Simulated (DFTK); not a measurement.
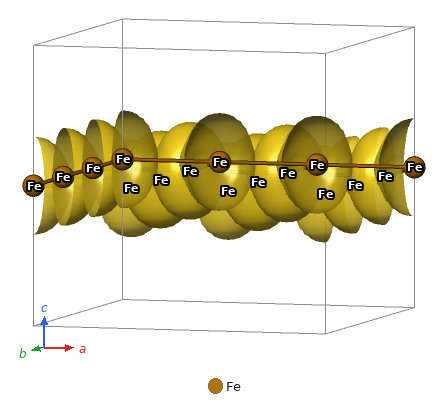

The picture shows: Fe. Isosurfaces of the magnetisation density (up minus down) at +0.1 (yellow) and −0.1 e/Å³ (cyan), seen at an oblique angle. Sticks mark near contacts.

Spin-polarised.

The calculation used DFTK, Kohn-Sham DFT of a periodic cell, PBE, dojo.nc.sr.PBE.v0_4_1.standard.upf.

Core electrons are replaced by pseudopotentials, and the valence fields are smoothed inside the atomic spheres.

> Which atoms carry the moments, and with what signs?

The spin density sits on Fe: +2.8 μB in one cell of 1 atoms: a single local moment. The cell of the calculation (1 atoms) carries 2.8 μB of net spin moment.
